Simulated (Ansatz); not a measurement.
# Run report: Ga5As5H18, geometry relaxation (part 2 of 3)

Continued. System: Ga5As5H18 (28 atoms in the cell). Method: DFT PBE, scalar-relativistic, plane waves, PAW, no spin polarisation (Ansatz 0.2.0); cutoff 420 eV, 1×1×1 k-mesh, Gaussian smearing of 0.05 eV. The structure derives from an entry of the Crystallography Open Database. It belongs to a series of runs on one base structure; here: cluster of 10 atoms cut as a sphere about point 0.26 0.45 0.45, cut bonds capped with H.

## Log, continued
```
SCF iter   1: F=—  HF=-43479.176693 eV  |F-HF|=—  |Δ(HF+E_count)|=         —  Δρ=9.03e-4  dr2=1.81e-2  ethr=1.26e-4  ⟨swp⟩=3.0  Hψ=179  notcnv=0  defer=19
preconditioner: auto → Resta (q_TF=auto, 1.593 Å⁻¹)  ε∞=1.2  [insulator: Δε(μ)=4.047 eV  Ē_g=13.558 eV  σ=0.050 eV  W_gap=1.00  n_scr=254 (ndim 8)  ℏωp=6.1 eV  f_vac=0.853  D(μ)=0.00/eV (n_scr^D=0)  ε∞_Penn≈1.2  vacuum switching on, ρ_ref=1.3e-2 e/Å³]
SCF iter   2: F=—  HF=-43479.174293 eV  |F-HF|=—  |Δ(HF+E_count)|=   2.40e-3  Δρ=4.20e-4  dr2=3.61e-3  ethr=1.15e-5  ⟨swp⟩=2.0  Hψ=125  notcnv=0  defer=19
SCF iter   3: F=—  HF=-43479.174312 eV  |F-HF|=—  |Δ(HF+E_count)|=   1.87e-5  Δρ=8.01e-5  dr2=6.90e-4  ethr=2.29e-6  ⟨swp⟩=2.0  Hψ=117  notcnv=0  defer=19
SCF iter   4: F=—  HF=-43479.174138 eV  |F-HF|=—  |Δ(HF+E_count)|=   1.74e-4  Δρ=1.94e-5  dr2=2.19e-5  ethr=4.37e-7  ⟨swp⟩=2.0  Hψ=112  notcnv=0  defer=19
SCF iter   5: F=—  HF=-43479.174349 eV  |F-HF|=—  |Δ(HF+E_count)|=   2.11e-4  Δρ=6.78e-6  dr2=1.60e-6  ethr=1.39e-8  ⟨swp⟩=2.0  Hψ=137  notcnv=0  defer=19
SCF iter   6: F=—  HF=-43479.174349 eV  |F-HF|=—  |Δ(HF+E_count)|=   4.86e-7  Δρ=2.15e-6  dr2=2.02e-7  ethr=1.02e-9  ⟨swp⟩=2.0  Hψ=137  notcnv=0  defer=19
SCF iter   7: F=-43479.174349 eV  HF=-43479.174349 eV  |F-HF|=1.03e-9  |Δ(HF+E_count)|=   7.65e-9  Δρ=4.90e-7  dr2=9.63e-9  ethr=6.33e-11  ⟨swp⟩=20.0  Hψ=816  notcnv=0
SCF 8 converged in 7 iterations: F = -43479.174349 eV  dr2 = 9.63e-9
relax step   8: F+E_penalty+E_count = -43479.17434943 eV  Δ(F+E_penalty+E_count) = -2.979e-3 eV  max|allowed force component| = 1.932e-2 eV/Å  Δτ_max = 0.0543 Å  (7 SCF iters, accepted)
SCF iter   1: F=—  HF=-43479.180575 eV  |F-HF|=—  |Δ(HF+E_count)|=         —  Δρ=1.12e-3  dr2=2.75e-2  ethr=1.81e-4  ⟨swp⟩=3.0  Hψ=179  notcnv=0  defer=19
preconditioner: auto → Resta (q_TF=auto, 1.593 Å⁻¹)  ε∞=1.2  [insulator: Δε(μ)=4.060 eV  Ē_g=13.560 eV  σ=0.050 eV  W_gap=1.00  n_scr=254 (ndim 8)  ℏωp=6.1 eV  f_vac=0.852  D(μ)=0.00/eV (n_scr^D=0)  ε∞_Penn≈1.2  vacuum switching on, ρ_ref=1.3e-2 e/Å³]
SCF iter   2: F=—  HF=-43479.176871 eV  |F-HF|=—  |Δ(HF+E_count)|=   3.70e-3  Δρ=5.27e-4  dr2=5.72e-3  ethr=1.74e-5  ⟨swp⟩=2.0  Hψ=125  notcnv=0  defer=19
SCF iter   3: F=—  HF=-43479.176789 eV  |F-HF|=—  |Δ(HF+E_count)|=   8.25e-5  Δρ=9.39e-5  dr2=1.14e-3  ethr=3.62e-6  ⟨swp⟩=2.0  Hψ=116  notcnv=0  defer=19
SCF iter   4: F=—  HF=-43479.176488 eV  |F-HF|=—  |Δ(HF+E_count)|=   3.01e-4  Δρ=2.25e-5  dr2=2.67e-5  ethr=7.23e-7  ⟨swp⟩=2.0  Hψ=112  notcnv=0  defer=19
SCF iter   5: F=—  HF=-43479.176689 eV  |F-HF|=—  |Δ(HF+E_count)|=   2.01e-4  Δρ=7.65e-6  dr2=1.64e-6  ethr=1.69e-8  ⟨swp⟩=2.0  Hψ=143  notcnv=0  defer=19
SCF iter   6: F=—  HF=-43479.176690 eV  |F-HF|=—  |Δ(HF+E_count)|=   8.51e-7  Δρ=2.34e-6  dr2=2.60e-7  ethr=1.04e-9  ⟨swp⟩=2.0  Hψ=146  notcnv=0  defer=19
SCF iter   7: F=-43479.176690 eV  HF=-43479.176690 eV  |F-HF|=5.92e-9  |Δ(HF+E_count)|=   1.71e-8  Δρ=5.61e-7  dr2=1.61e-8  ethr=6.33e-11  ⟨swp⟩=19.0  Hψ=916  notcnv=0
SCF 9 converged in 7 iterations: F = -43479.176690 eV  dr2 = 1.61e-8
relax step   9: F+E_penalty+E_count = -43479.17668980 eV  Δ(F+E_penalty+E_count) = -2.340e-3 eV  max|allowed force component| = 4.431e-2 eV/Å  Δτ_max = 0.0702 Å  (7 SCF iters, accepted)
SCF iter   1: F=—  HF=-43479.180449 eV  |F-HF|=—  |Δ(HF+E_count)|=         —  Δρ=8.78e-4  dr2=1.74e-2  ethr=1.16e-4  ⟨swp⟩=3.0  Hψ=178  notcnv=0  defer=19
preconditioner: auto → Resta (q_TF=auto, 1.593 Å⁻¹)  ε∞=1.2  [insulator: Δε(μ)=4.053 eV  Ē_g=13.555 eV  σ=0.050 eV  W_gap=1.00  n_scr=254 (ndim 8)  ℏωp=6.1 eV  f_vac=0.852  D(μ)=0.00/eV (n_scr^D=0)  ε∞_Penn≈1.2  vacuum switching on, ρ_ref=1.3e-2 e/Å³]
SCF iter   2: F=—  HF=-43479.178045 eV  |F-HF|=—  |Δ(HF+E_count)|=   2.40e-3  Δρ=4.17e-4  dr2=3.55e-3  ethr=1.10e-5  ⟨swp⟩=2.0  Hψ=126  notcnv=0  defer=19
SCF iter   3: F=—  HF=-43479.177887 eV  |F-HF|=—  |Δ(HF+E_count)|=   1.58e-4  Δρ=4.52e-5  dr2=1.75e-4  ethr=2.25e-6  ⟨swp⟩=2.0  Hψ=116  notcnv=0  defer=19
SCF iter   4: F=—  HF=-43479.178049 eV  |F-HF|=—  |Δ(HF+E_count)|=   1.62e-4  Δρ=1.51e-5  dr2=1.89e-5  ethr=1.11e-7  ⟨swp⟩=2.0  Hψ=142  notcnv=0  defer=19
SCF iter   5: F=—  HF=-43479.178048 eV  |F-HF|=—  |Δ(HF+E_count)|=   1.77e-6  Δρ=5.88e-6  dr2=1.51e-6  ethr=1.19e-8  ⟨swp⟩=2.0  Hψ=142  notcnv=0  defer=19
SCF iter   6: F=-43479.178048 eV  HF=-43479.178048 eV  |F-HF|=4.44e-8  |Δ(HF+E_count)|=   3.51e-7  Δρ=1.93e-6  dr2=1.11e-7  ethr=7.32e-10  ⟨swp⟩=20.0  Hψ=923  notcnv=0
SCF 10 converged in 6 iterations: F = -43479.178048 eV  dr2 = 1.11e-7
relax step  10: F+E_penalty+E_count = -43479.17804802 eV  Δ(F+E_penalty+E_count) = -1.358e-3 eV  max|allowed force component| = 9.639e-2 eV/Å  Δτ_max = 0.0611 Å  (6 SCF iters, dr2 threshold 1.16e-6 eV, accepted)
SCF iter   1: F=—  HF=-43479.179841 eV  |F-HF|=—  |Δ(HF+E_count)|=         —  Δρ=5.03e-4  dr2=5.58e-3  ethr=3.04e-5  ⟨swp⟩=3.0  Hψ=177  notcnv=0  defer=19
preconditioner: auto → Resta (q_TF=auto, 1.593 Å⁻¹)  ε∞=1.2  [insulator: Δε(μ)=4.042 eV  Ē_g=13.552 eV  σ=0.050 eV  W_gap=1.00  n_scr=254 (ndim 8)  ℏωp=6.1 eV  f_vac=0.852  D(μ)=0.00/eV (n_scr^D=0)  ε∞_Penn≈1.2  vacuum switching on, ρ_ref=1.3e-2 e/Å³]
SCF iter   2: F=—  HF=-43479.179352 eV  |F-HF|=—  |Δ(HF+E_count)|=   4.89e-4  Δρ=2.32e-4  dr2=1.10e-3  ethr=3.53e-6  ⟨swp⟩=2.0  Hψ=126  notcnv=0  defer=19
SCF iter   3: F=—  HF=-43479.179407 eV  |F-HF|=—  |Δ(HF+E_count)|=   5.46e-5  Δρ=6.43e-5  dr2=3.98e-4  ethr=6.98e-7  ⟨swp⟩=2.0  Hψ=116  notcnv=0  defer=19
iter 4 did not close the SCF: its close was put off until two iterations running show no level that it waits for move by more than its bar (scf_convergence_deferred on its scf_iter line)
SCF iter   4: F=-43479.179308 eV  HF=-43479.179310 eV  |F-HF|=1.69e-6  |Δ(HF+E_count)|=   9.65e-5  Δρ=1.15e-5  dr2=6.92e-6  ethr=5.88e-9  ⟨swp⟩=19.0  Hψ=1005  notcnv=0
SCF iter   5: F=-43479.179311 eV  HF=-43479.179311 eV  |F-HF|=6.39e-8  |Δ(HF+E_count)|=   4.42e-7  Δρ=3.84e-6  dr2=5.39e-7  ethr=4.38e-9  ⟨swp⟩=11.0  Hψ=759  notcnv=0
SCF 11 converged in 5 iterations: F = -43479.179311 eV  dr2 = 5.39e-7
relax step  11: F+E_penalty+E_count = -43479.17931058 eV  Δ(F+E_penalty+E_count) = -1.263e-3 eV  max|allowed force component| = 7.106e-2 eV/Å  Δτ_max = 0.0284 Å  (5 SCF iters, dr2 threshold 9.29e-6 eV, accepted)
SCF iter   1: F=—  HF=-43479.180219 eV  |F-HF|=—  |Δ(HF+E_count)|=         —  Δρ=3.57e-4  dr2=2.81e-3  ethr=2.01e-5  ⟨swp⟩=3.0  Hψ=172  notcnv=0  defer=19
preconditioner: auto → Resta (q_TF=auto, 1.593 Å⁻¹)  ε∞=1.2  [insulator: Δε(μ)=4.044 eV  Ē_g=13.554 eV  σ=0.050 eV  W_gap=1.00  n_scr=254 (ndim 8)  ℏωp=6.1 eV  f_vac=0.852  D(μ)=0.00/eV (n_scr^D=0)  ε∞_Penn≈1.2  vacuum switching on, ρ_ref=1.3e-2 e/Å³]
SCF iter   2: F=—  HF=-43479.179880 eV  |F-HF|=—  |Δ(HF+E_count)|=   3.39e-4  Δρ=1.68e-4  dr2=5.59e-4  ethr=1.78e-6  ⟨swp⟩=2.0  Hψ=126  notcnv=0  defer=19
SCF iter   3: F=—  HF=-43479.180069 eV  |F-HF|=—  |Δ(HF+E_count)|=   1.89e-4  Δρ=2.78e-5  dr2=6.00e-5  ethr=3.54e-7  ⟨swp⟩=2.0  Hψ=116  notcnv=0  defer=19
SCF iter   4: F=—  HF=-43479.180054 eV  |F-HF|=—  |Δ(HF+E_count)|=   1.53e-5  Δρ=6.75e-6  dr2=3.10e-6  ethr=3.80e-8  ⟨swp⟩=2.0  Hψ=142  notcnv=0  defer=19
SCF iter   5: F=-43479.180054 eV  HF=-43479.180054 eV  |F-HF|=4.33e-8  |Δ(HF+E_count)|=   1.83e-7  Δρ=2.75e-6  dr2=3.22e-7  ethr=1.74e-9  ⟨swp⟩=18.0  Hψ=1023  notcnv=0
SCF 12 converged in 5 iterations: F = -43479.180054 eV  dr2 = 3.22e-7
relax step  12: F+E_penalty+E_count = -43479.18005383 eV  Δ(F+E_penalty+E_count) = -7.433e-4 eV  max|allowed force component| = 8.723e-3 eV/Å  Δτ_max = 0.0308 Å  (5 SCF iters, dr2 threshold 2.74e-6 eV, accepted)
iter 1 solved again at ethr=2.04e-10 eV; its pass at ethr=3.10e-3 eV (dr2=3.22e-7 eV) is discarded
SCF iter   1: F=—  HF=-43479.180055 eV  |F-HF|=—  |Δ(HF+E_count)|=         —  Δρ=2.76e-6  dr2=3.22e-7  ethr=2.04e-10  ⟨swp⟩=1.0  Hψ=256  notcnv=0
preconditioner: auto → Resta (q_TF=auto, 1.593 Å⁻¹)  ε∞=1.2  [insulator: Δε(μ)=4.044 eV  Ē_g=13.555 eV  σ=0.050 eV  W_gap=1.00  n_scr=254 (ndim 8)  ℏωp=6.1 eV  f_vac=0.852  D(μ)=0.00/eV (n_scr^D=0)  ε∞_Penn≈1.2  vacuum switching on, ρ_ref=1.3e-2 e/Å³]
SCF iter   2: F=-43479.180054 eV  HF=-43479.180054 eV  |F-HF|=3.76e-8  |Δ(HF+E_count)|=   1.52e-6  Δρ=1.43e-6  dr2=7.67e-8  ethr=6.33e-11  ⟨swp⟩=10.0  Hψ=664  notcnv=0
SCF 13 converged in 2 iterations: F = -43479.180054 eV  dr2 = 7.67e-8
relax step  13: F+E_penalty+E_count = -43479.18005392 eV  Δ(F+E_penalty+E_count) = -8.737e-8 eV  max|allowed force component| = 8.727e-3 eV/Å  Δτ_max = 0.0000 Å  (2 SCF iters, accepted)
```

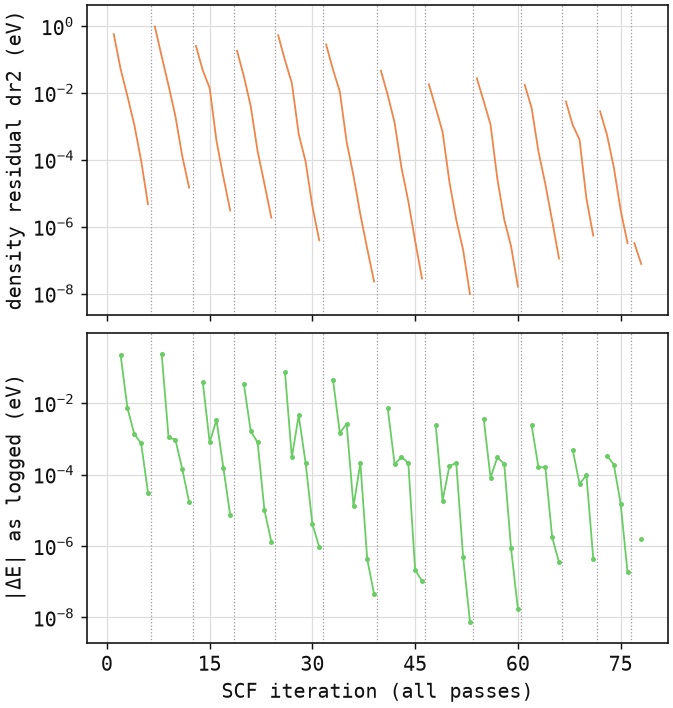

*Convergence of the self-consistent field: density residual dr2 and size of the energy change against the SCF iteration. The dotted lines part the SCF passes of the relaxation: geometry steps, rejected trials and re-solves on a re-selected basis.*

The 13 passes take 2 to 8 iterations each, 78 in all.

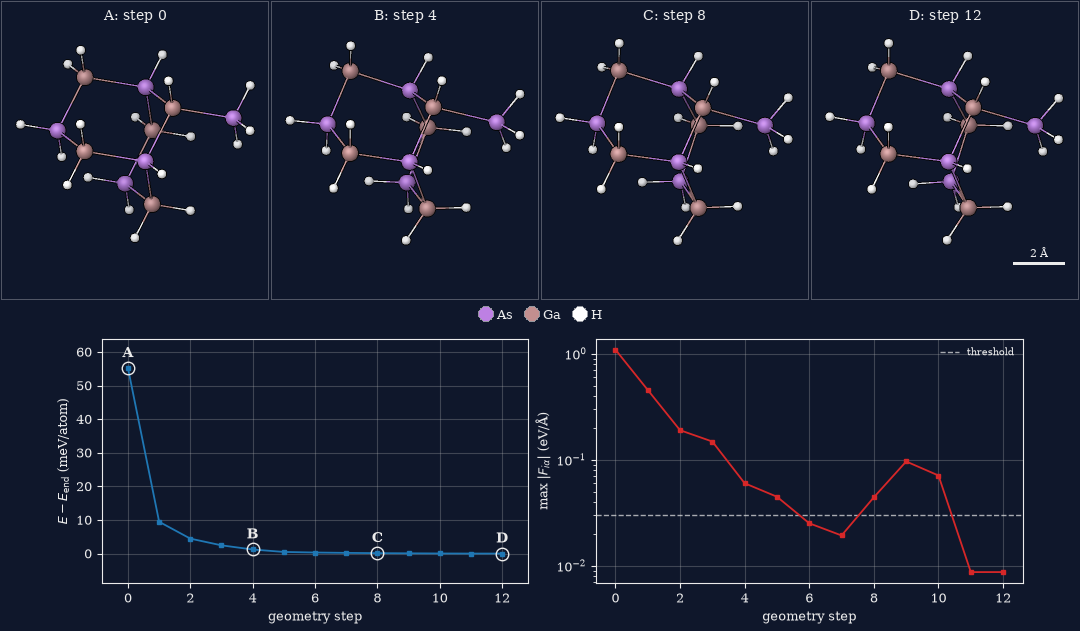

*Frames of the relaxation (ball-and-stick view of the molecule without its box, seen at a tilt) above the curves, on which the letters mark them (the first geometry is step 0 here and step 1 in the log).*

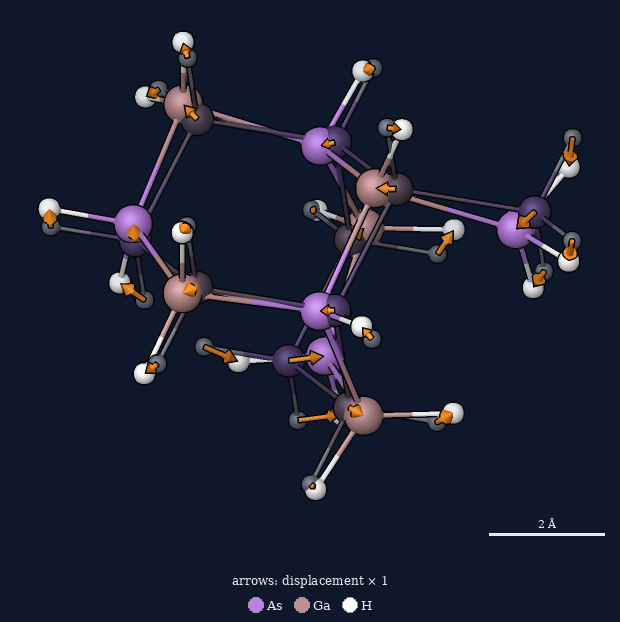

*Start (faint) and end (solid) with the displacements as orange arrows, at true length (ball-and-stick view of the molecule without its box, seen at a tilt). The two geometries are laid on each other by the best rigid fit.*

The atom that moves furthest after the best rigid fit is H21 (0.78 Å). By element the largest moves are H 0.78 Å, As 0.65 Å, Ga 0.38 Å. Among the contacts that change: Ga2–As6 2.488 → 2.678 Å, As1–Ga2 2.488 → 2.442 Å, As1–Ga9 2.488 → 2.527 Å, As1–Ga4 2.488 → 2.510 Å. Among the angles that change: Ga5–As10–Ga9 109.5° → 129.3°, Ga4–As7–Ga8 109.5° → 127.9°, H16–Ga5–H17 109.5° → 126.0°. After 12 geometry steps the energy has fallen by 35.6 kcal/mol. The largest force component goes from 1.1 to 0.0087 eV/Å. (Atoms are counted from 1 in the order of the input.)

```
WARN: The output density's exchange-correlation potential varies sharply where the density is thin. Do not read a vacuum level from v_tot or v_xc, or from such a field of the output density. On a cell that repeats whose density bears no net charge and no dipole along the vacuum's axis use v_es (v_loc + v_h of the components); under efield.dipole_correction with no amplitude use v_es + v_field, which holds any external_charges[].barrier, or the levels of the report's work_function block, which leave it out; under a non-zero efield.amplitude the vacuum is tilted and has no level; on a cell that repeats and bears such a dipole with no correction it is tilted too, and efield.dipole_correction with no amplitude gives each side of its ramp a level where efield: is served; in a cell that repeats whose density bears a net charge (total_charge, or a fill off its count) it is curved and has none; of a slab under crystal.periodic whose density bears no net charge use v_es, which has a level on each side, short of where the two are joined; of another it falls or rises all the way out and has none; of a slab beside external_charges read slab_vacuum_level instead, which it has where they leave it neutral. The grid or the basis barely resolves most such structure, and the values can differ between equally converged runs; as a rule a tighter scf.convergence.dr2_threshold does not remove it. Where the density itself ripples (under the LDA too) a higher basis.ecutwfc lessens it. The files hold the spikes' plane waves up to the density's cutoff. Files: v_tot_of_output_density and the like, and their columns of v_z.tsv (output.write_potential); v_xc_of_output_density and the like, and their columns of v_comp_z.tsv (output.write_potential_components). Measured: with its Gaussian average of σ = 0.25 Å subtracted twice, the exchange-correlation potential is over 0.1 eV at 1615 of the grid points where the equally averaged density (valence and model cores) is under 1e-3 e/Å³, and 0.485 eV at the most among them, at an averaged density of 4.7e-6 e/Å³. The input density's (outcome.potential() and, of a run that writes arrays, v_tot and v_xc) is over 0.1 eV, so measured, at 1609 points of its own thin density, 0.374 eV at the most. See output.write_potential in the manual, Limitations
SCF converged after 2 iterations
Free energy (F): -43479.180054 eV
Harris-Foulkes:  -43479.180054 eV  (|F-HF|=3.76e-8)
Internal energy: -43479.180054 eV  (E = F + TS)
E sigma→0 (E₀):  -43479.180054 eV
Fermi energy:    -3.409066 eV
--- Per-component energies (eV) ---
  E_band       = -3397.989071
  E_kinetic    = 1322.479866
  E_local      = -70458.405727  (includes V_loc(G=0)·N_el)
  E_nonlocal   = -1202.856881
  E_hartree    = 34363.771699
  E_xc         = -893.251577
  E_vxc        = -880.964762  (∫ρ·V_xc dr)
  E_paw        = -19128.771228  (= ΣΔE_a)
  E_vpaw       = -905.736623  (= ΣTr[D̂ρ^β])
  E_aug_tail   = -0.021957  (compensation charges beyond the density's cutoff)
  E_ewald      = 12517.875751
  E_smearing   = -0.000000  (= −TS)
  E_closure    = -0.000000  (closes the sum)
  Σ components = -43479.180054   (vs F -43479.180054, Δ=0.00e0)
--- Forces (eV/Å), atoms counted from 1 ---
  atom   1  As     0.00064641     0.00187392    -0.00133693
  atom   2  Ga    -0.00059594     0.00064104     0.00046043
  atom   3  As     0.00062278    -0.00131145     0.00192793
  atom   4  Ga    -0.00207283    -0.00464864     0.00246226
  atom   5  Ga    -0.00385043     0.00319309    -0.00478150
  atom   6  As    -0.00292955    -0.00000703     0.00010032
  atom   7  As    -0.00144773     0.00031623     0.00008372
  atom   8  Ga    -0.00208600     0.00235149    -0.00462150
  atom   9  Ga    -0.00379613    -0.00482052     0.00318469
  atom  10  As     0.00429299     0.00113516     0.00098275
  atom  11  H     -0.00001018     0.00050526     0.00002939
  atom  12  H      0.00182272    -0.00126098    -0.00126947
  atom  13  H     -0.00000969    -0.00002011     0.00052857
  atom  14  H      0.00027822     0.00040957     0.00150164
  atom  15  H      0.00080940     0.00185178     0.00052569
  atom  16  H      0.00028061     0.00009057     0.00012516
  atom  17  H     -0.00092628     0.00017051     0.00057845
  atom  18  H     -0.00003696     0.00096583     0.00091764
  atom  19  H      0.00082030     0.00099492    -0.00218975
  atom  20  H      0.00092194    -0.00222462     0.00102209
  atom  21  H     -0.00104334    -0.00871734    -0.00872647
  atom  22  H      0.00644133     0.00536827     0.00556539
  atom  23  H      0.00016652     0.00150627     0.00031229
  atom  24  H      0.00073100     0.00048292     0.00186089
  atom  25  H      0.00029730     0.00016779     0.00005466
  atom  26  H     -0.00093196     0.00058293     0.00019713
  atom  27  H     -0.00072349     0.00725164     0.00726630
  atom  28  H      0.00231318    -0.00684735    -0.00675974
  max |Σ_I F_I| component: 1.58e-5 eV/Å
--- Band table (eV) ---
```
